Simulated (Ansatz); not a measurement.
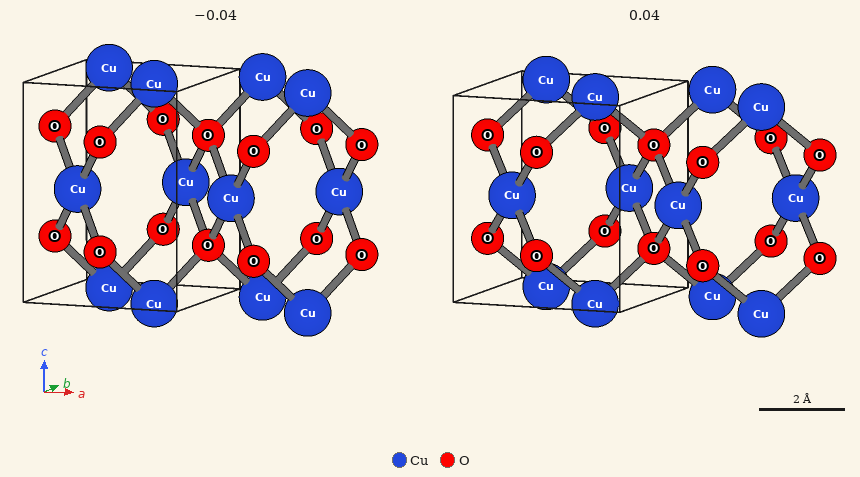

Crystalline CuO (set up in Cccm), under biaxial strain in the a–b plane (c relaxed, atoms fixed by symmetry), with energies (extrapolated to zero smearing) counted from the relaxed crystal, which is the row at zero. The picture shows the first and the last member. A ball-and-stick model of the cell of the calculation, repeated 2 × 1 × 1 with one cell outlined, seen slightly off an axis.

Computed with Ansatz 0.2.0: DFT PBEsol, scalar-relativistic, plane waves, PAW. (plane-wave cutoff 420 eV; k-point mesh 10 × 10 × 8; occupations gaussian; smearing width 0.1 eV; no spin polarisation; force threshold 0.008 eV/Å)

```tsv
strain	energy (meV/atom)	a (Å)	b (Å)	c (Å)
−0.04	21.39	3.922	3.937	5.259
−0.02	?	?	?	?
0.0	0.00	4.085	4.101	5.092
0.02	5.12	4.167	4.183	5.016
0.04	20.34	4.248	4.265	4.945
```

Q: Estimate the missing row from the others, and compare with the calculation.

A: A parabola through three neighbouring rows (−0.04, 0.0, 0.02) gives, with Lagrange weights, (0.3333)(21.39) + (1.0000)(0.00) + (−0.3333)(5.12) = 5.42 meV/atom. The calculation gives 5.26 meV/atom (a = 4.003 Å, b = 4.019 Å, c = 5.174 Å). The estimate is 0.16 meV/atom too high. From the first member to the last: Cu–O 1.913 → 1.948 Å.

The whole series:

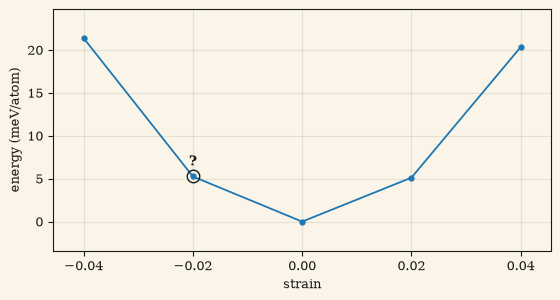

Each member starts from this one structure; whether another phase lies lower wasn't checked.
